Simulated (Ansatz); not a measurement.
**Ru: 7 runs along one coordinate**

System: Ru (P6₃/mmc, 4 atoms in the cell).
Method: DFT, PBEsol, plane waves (420 eV) with PAW, scalar-relativistic, no spin polarisation (Ansatz 0.2.0).

The 7 runs differ only in the geometry, by an even scaling of the cell at fixed fractional positions.

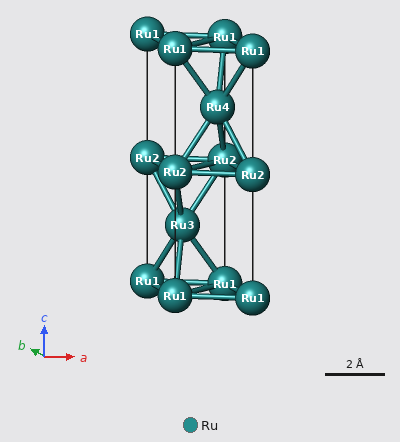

Figure 1. The structure of run 4 (ball-and-stick view of the cell of the calculation, seen slightly off an axis; atoms are numbered from 1 in the order of the input).

### Input of run 4
```yaml
crystal:
  lattice:
    - [2.6799074112, 0.0, 0.0]
    - [-1.3399537056, 2.3208678979, 0.0]
    - [0.0, 0.0, 8.6059660141]
  atoms:
    - { symbol: Ru, position: [0.0, 0.0, 1.0] }
    - { symbol: Ru, position: [1.0, 0.0, 0.5] }
    - { symbol: Ru, position: [0.3333333333, 0.6666666667, 0.25] }
    - { symbol: Ru, position: [0.6666666667, 0.3333333333, 0.75] }
hamiltonian:
  xc: pbesol
  pseudopotentials:
    kind: paw
    azcp:
      Ru: "pseudopotentials/Ru.paw.azcp"
basis:
  ecutwfc: 420
  fft_grid_basis: typed
kpoints:
  mp_grid: { grid: [15, 15, 4], shift: [0, 0, 0] }
magnetization:
  spin_polarized: false
scf:
  occupations: { method: fermi_dirac, width: 0.1 }
  lower_state_search: "off"
output:
  stress: true
```

Command:
```bash
ansatz run input.yaml --threads 2 --pin off --max-ram 5120MiB --backend cpu --events-out ev --progress --plain --runs-dir out
```

Lattice vectors (Å) and fractional positions of run 4:
```
   2.679907    0.000000    0.000000
  -1.339954    2.320868    0.000000
   0.000000    0.000000    8.605966
Ru  0.000000  0.000000  1.000000
Ru  1.000000  0.000000  0.500000
Ru  0.333333  0.666667  0.250000
Ru  0.666667  0.333333  0.750000
```

Run 5 differs from it as follows:
```diff
-    - [2.6799074112, 0.0, 0.0]
-    - [-1.3399537056, 2.3208678979, 0.0]
-    - [0.0, 0.0, 8.6059660141]
+    - [2.715173395, 0.0, 0.0]
+    - [-1.3575866975, 2.3514091358, 0.0]
+    - [0.0, 0.0, 8.7192153961]
```

### Results, with one run withheld

```csv
run,volume per atom (Å³),"free energy per atom, from the lowest run given (meV)",pressure (GPa)
1,11.776,260.49,58.88
2,12.311,106.02,34.53
3,12.846,24.17,15.20
4,13.382,0.00,−0.14
5,13.917,?,?
6,14.452,79.35,−21.90
7,14.987,165.65,−29.45
```

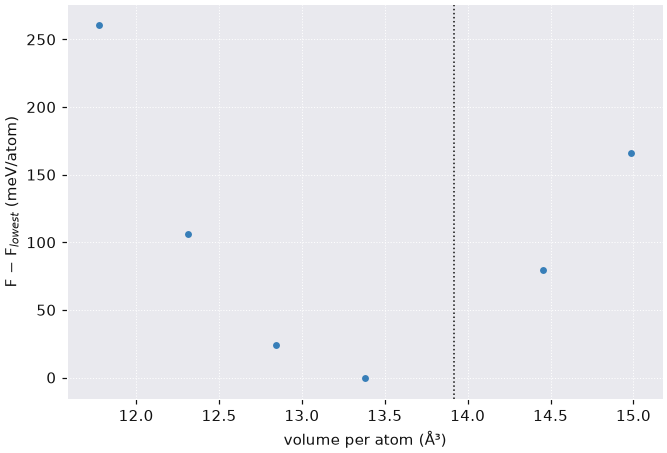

Figure 2. Free energy per atom of the runs given; the dotted line marks run 5.

Fit the runs given and predict run 5.

A cubic polynomial in V^(−2/3) (the Birch–Murnaghan form), fitted to the 6 runs given, misses them by at most 0.07 meV per atom. With x = V^(−2/3) − 0.17892 Å⁻², it reads F = 2.1947 + 2973.6 x + 1.0264e+06 x² + 2.2786e+06 x³ (meV per atom). At run 5 it gives 21.57 meV per atom, and the run itself gives 21.58. The slope of the fit gives a pressure −dF/dV of −12.28 GPa there, and the run prints −12.30 GPa. The fit has its minimum at 13.376 Å³ per atom, where V d²F/dV² gives 341 GPa. Cell shape and fractional positions are held, so this is the stiffness under even scaling; the relaxed bulk modulus wasn't computed.

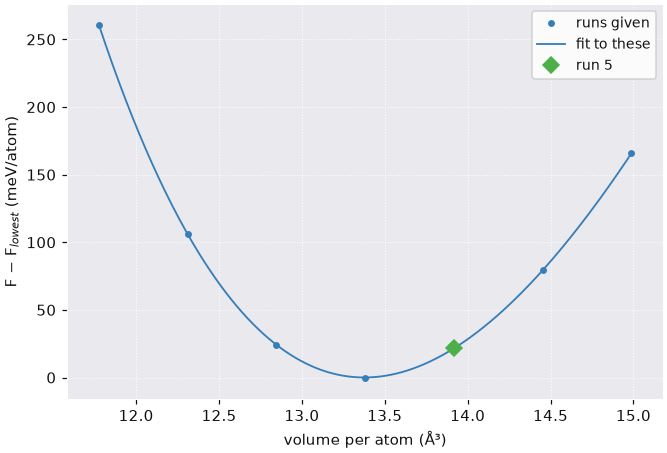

Figure 3. The fit and the withheld run.

### Output, shortened to warnings, some set-up lines, iterations and results (run 5)
```
Warning: [file] the record states the generating functional pbe (its physics header spells it `PBE`), which answers neither for hamiltonian.xc's functional nor for the pbesol family's — results may be inconsistent (PPs are generated against a specific XC)
Basis set: ecut = 420 eV, 1091 PW (Γ)
Symmetry: 24 space group operations
k-points: 81 of 900
Initial density: superposition of atomic densities (neutral atoms: chi_scale 0, normalization atom), corrected by the library's trained network
[...]
SCF iter   1: F=—  HF=-23265.671937 eV  |F-HF|=—  |Δ(HF+E_count)|=         —  Δρ=1.10e-2  dr2=3.55e-2  ethr=1.77e-3  ⟨swp⟩=5.2  Hψ=10815  notcnv=0
SCF iter   2: F=—  HF=-23265.667384 eV  |F-HF|=—  |Δ(HF+E_count)|=   4.55e-3  Δρ=5.42e-3  dr2=7.48e-3  ethr=5.55e-5  ⟨swp⟩=2.6  Hψ=5882  notcnv=0
SCF iter   3: F=—  HF=-23265.666017 eV  |F-HF|=—  |Δ(HF+E_count)|=   1.37e-3  Δρ=7.17e-4  dr2=1.10e-4  ethr=1.17e-5  ⟨swp⟩=2.0  Hψ=4437  notcnv=0
SCF iter   4: F=—  HF=-23265.666029 eV  |F-HF|=—  |Δ(HF+E_count)|=   1.20e-5  Δρ=8.13e-5  dr2=3.08e-6  ethr=1.71e-7  ⟨swp⟩=2.5  Hψ=5071  notcnv=0
SCF iter   5: F=—  HF=-23265.666027 eV  |F-HF|=—  |Δ(HF+E_count)|=   2.30e-6  Δρ=2.13e-5  dr2=1.96e-7  ethr=4.81e-9  ⟨swp⟩=1.5  Hψ=3610  notcnv=0
SCF iter   6: F=-23265.666027 eV  HF=-23265.666027 eV  |F-HF|=3.43e-9  |Δ(HF+E_count)|=   3.96e-8  Δρ=4.61e-6  dr2=1.01e-8  ethr=1.56e-10  ⟨swp⟩=4.0  Hψ=11021  notcnv=0
SCF 1 converged in 6 iterations: F = -23265.666027 eV  dr2 = 1.01e-8
SCF converged after 6 iterations
Free energy (F): -23265.666027 eV
Harris-Foulkes:  -23265.666027 eV  (|F-HF|=3.43e-9)
Internal energy: -23265.523645 eV  (E = F + TS)
E sigma→0 (E₀):  -23265.594836 eV
Entropy (-TS):   -0.142382 eV (-35.595 meV/atom)
Fermi energy:    22.657111 eV
--- Per-component energies (eV) ---
  E_band       = -259.558784
  E_kinetic    = 2052.014855
  E_local      = -5134.196531  (includes V_loc(G=0)·N_el)
  E_nonlocal   = 1378.807319
  E_hartree    = 1642.811646
  E_xc         = -756.377194
  E_vxc        = -952.704116  (∫ρ·V_xc dr)
  E_paw        = -13597.355817  (= ΣΔE_a)
  E_vpaw       = -889.096779  (= ΣTr[D̂ρ^β])
  E_aug_tail   = -0.000807  (compensation charges beyond the density's cutoff)
  E_ewald      = -8852.240300
  E_core_change = 1.013184  (= ΣΔE_core)
  E_smearing   = -0.142382  (= −TS)
  E_closure    = -0.000000  (closes the sum)
  Σ components = -23265.666027   (vs F -23265.666027, Δ=0.00e0)
--- Stress (GPa, compression-positive) ---
      -12.563843       0.000000      -0.000000
        0.000000     -12.563843       0.000000
       -0.000000       0.000000     -11.773172
  P = ⅓ Tr σ = -12.3003 GPa (-123.003 kbar)
```

Warnings of the run: the PAW datasets were made with another functional.
